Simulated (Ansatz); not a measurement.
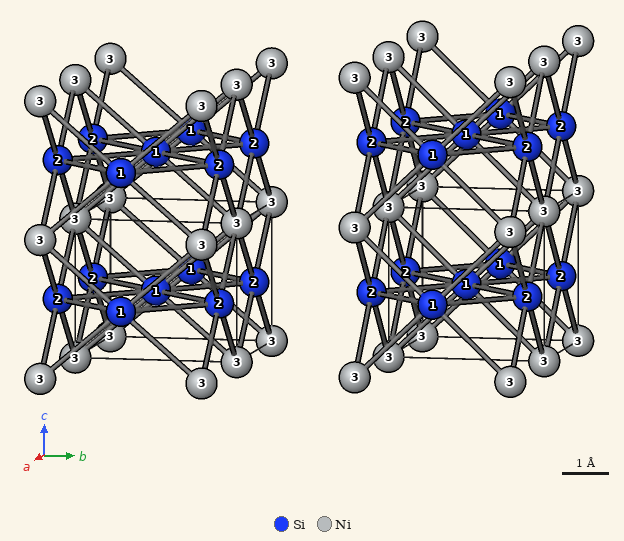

Two geometries of solid Si2Ni (a generated structure, set up in P4/mmm) (coarse preliminary run), drawn at one scale. One is the start of a relaxation, the other its converged end. A ball-and-stick model of the cell of the calculation, repeated 2 × 1 × 2 with one cell outlined, seen slightly off an axis.

All numbers below come from Ansatz 0.2.0, DFT PBE, scalar-relativistic, plane waves, PAW. Settings: plane-wave cutoff 420 eV; k-point mesh 6 × 6 × 6; occupations gaussian; smearing width 0.1 eV; no spin polarisation; cell and atoms relaxed; force threshold 0.04 eV/Å; at most 70 steps.

Which geometry has the lower energy?

Answer. The right one is the relaxed one. The energy falls by 29.9 meV per cell of the calculation in 5 accepted moves (7 points after the start). All forces vanish by symmetry, so only the cell relaxes. Pressure: 0.28 GPa at the start and 0.15 GPa at the end. The line search rejected the trial step at point 5 of the run. At 1 point the geometry stayed and the basis and grid were re-selected for the new cell (energy shift of 1.1 meV per cell of the calculation at most each time). The atoms keep their places relative to the cell (all moves are under 0.005 Å). The volume changes by +0.6 %, with a = b 3.657 → 3.529 Å (−3.5 %), c 3.101 → 3.349 Å (+8.0 %). Among the contacts that change: Si1–Si2 2.586 → 2.496 Å, Si1–Ni3 2.397 → 2.433 Å. The space group stays P4/mmm (No. 123). Cost: 35 s on 1 thread of Intel(R) Xeon(R) Processor @ 2.50GHz (Skylake/Cascade Lake) (shared host), peak memory 0.36 GiB.
